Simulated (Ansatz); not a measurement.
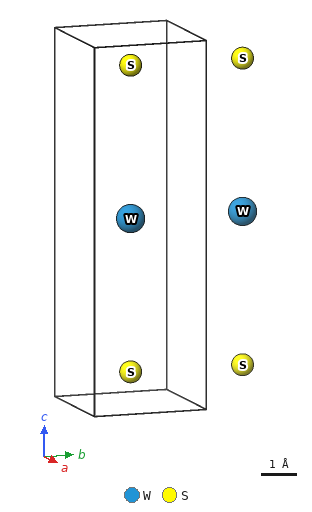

Starting structure of crystalline WS2 (a generated structure, set up in P4/mmm) (coarse preliminary run). A ball-and-stick model of the cell of the calculation, repeated 1 × 2 × 1 with one cell outlined, seen slightly off an axis.

All numbers below come from Ansatz, DFT PBE, scalar-relativistic, plane waves, PAW.

The input:
```yaml
crystal:
  lattice:
    - [3.40621514, 0.0, 0.0]
    - [0.0, 3.40621514, 0.0]
    - [0.0, 0.0, 10.75728372]
  atoms:
    - { symbol: W, position: [0.5, 0.5, 0.5] }
    - { symbol: S, position: [0.5, 0.5, 0.91552355] }
    - { symbol: S, position: [0.5, 0.5, 0.08447645] }
basis:
  ecutwfc: 420
kpoints:
  mp_grid: { grid: [6, 6, 2] }
hamiltonian:
  xc: pbe
scf:
  occupations: { method: gaussian, width: 0.1 }
  lower_state_search: "off"
output:
  forces: true
  stress: true
  eigenvalues: true
relax:
  adjacent_minimum: "off"
  f_tol: 0.04
  max_steps: 70
  cell: { stress_tol: 0.4 }
```

Launched with:
```bash
ansatz run input.yaml --threads 1 --pin off --max-ram 2048MiB --backend cpu --events-out ev --progress --plain --runs-dir out
```

**Predict the outcome.**

The largest moves relative to the cell, 1.42 Å, are those of S2 and S3. S2 goes along −c. W stays in place. Cell: a = b 3.406 → 2.602 Å (−23.6 %), c 10.757 → 9.237 Å (−14.1 %). Volume −49.9 %. Near-neighbour distances that change, for instance: S2–S3 1.817 → 4.399 Å, W1–S2 4.470 → 2.419 Å, S2–S2 3.406 → 2.602 Å, W1–W1 3.406 → 2.602 Å. New bonds form: W1–S2 (4.47 → 2.42 Å), W1–S3 (4.47 → 2.42 Å). Bonds break: S2–S3 (1.82 → 4.40 Å). The space group stays P4/mmm (No. 123). After 21 accepted moves (22 points after the start) the energy has fallen by 2074 meV per atom. Largest force component: 3.1 eV/Å at the start, 0.01 eV/Å at the end. Pressure: −6.20 GPa at the start and 0.08 GPa at the end. At 1 point the geometry stayed and the basis and grid were re-selected for the new cell (energy shift of 0.6 meV per atom at most each time).

History of the run:

| step | E − E(0), meV/atom | largest force component, eV/Å | pressure, GPa | volume, Å³/atom | note |
| --- | --- | --- | --- | --- | --- |
| 0 | 0.00 | 3.1352 | -6.20 | 41.603 |  |
| 1 | -372.88 | 0.3365 | -9.12 | 37.692 |  |
| 2 | -703.40 | 0.3725 | -9.70 | 33.943 |  |
| 3 | -988.52 | 0.2949 | -8.13 | 30.348 |  |
| 4 | -1179.42 | 0.2387 | -3.78 | 26.923 |  |
| 5 | -1217.92 | 1.5803 | 3.62 | 23.622 |  |
| 6 | -1235.78 | 1.1961 | 0.63 | 23.804 |  |
| 7 | -1268.96 | 0.6984 | -0.76 | 22.286 |  |
| 8 | -1318.57 | 0.8290 | -0.20 | 20.497 |  |
| 9 | -1367.53 | 0.6668 | 1.59 | 18.943 |  |
| 10 | -1447.53 | 1.8110 | 0.82 | 18.028 |  |
| 11 | -1590.83 | 2.4213 | 3.86 | 16.701 |  |
| 12 | -1699.93 | 2.3709 | 12.84 | 15.527 |  |
| 13 | -1841.88 | 0.5676 | 9.59 | 15.985 |  |
| 14 | -1953.25 | 0.9744 | 0.52 | 17.434 |  |
| 15 | -2033.30 | 0.1520 | 0.98 | 18.182 |  |
| 16 | -2059.84 | 0.2043 | 0.13 | 18.632 |  |
| 17 | -2068.12 | 0.0011 | 1.05 | 19.060 |  |
| 18 | -2072.57 | 0.0201 | 0.49 | 19.722 |  |
| 19 | -2073.83 | 0.0458 | 0.19 | 20.241 |  |
| 20 | -2074.32 | 0.0096 | 0.10 | 20.502 |  |
| 21 | -2074.53 | 0.0098 | 0.09 | 20.843 |  |
| 22 | -2073.96 | 0.0103 | 0.08 | 20.843 | same geometry, new basis |

The structure at the end:

```
W S
1.0
     2.60182    0.00000    0.00000
     0.00000    2.60182    0.00000
     0.00000    0.00000    9.23677
W S
1 2
Cartesian
  1.3009 1.3009 4.6184
  1.3009 1.3009 7.0373
  1.3009 1.3009 2.1995
```

After the run, drawn alike:

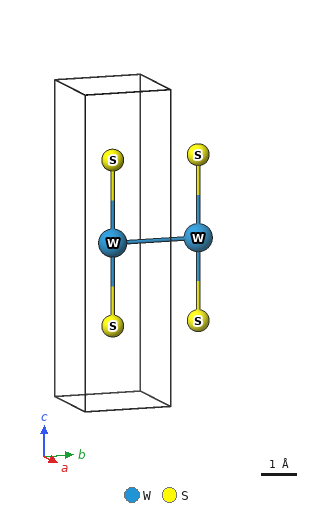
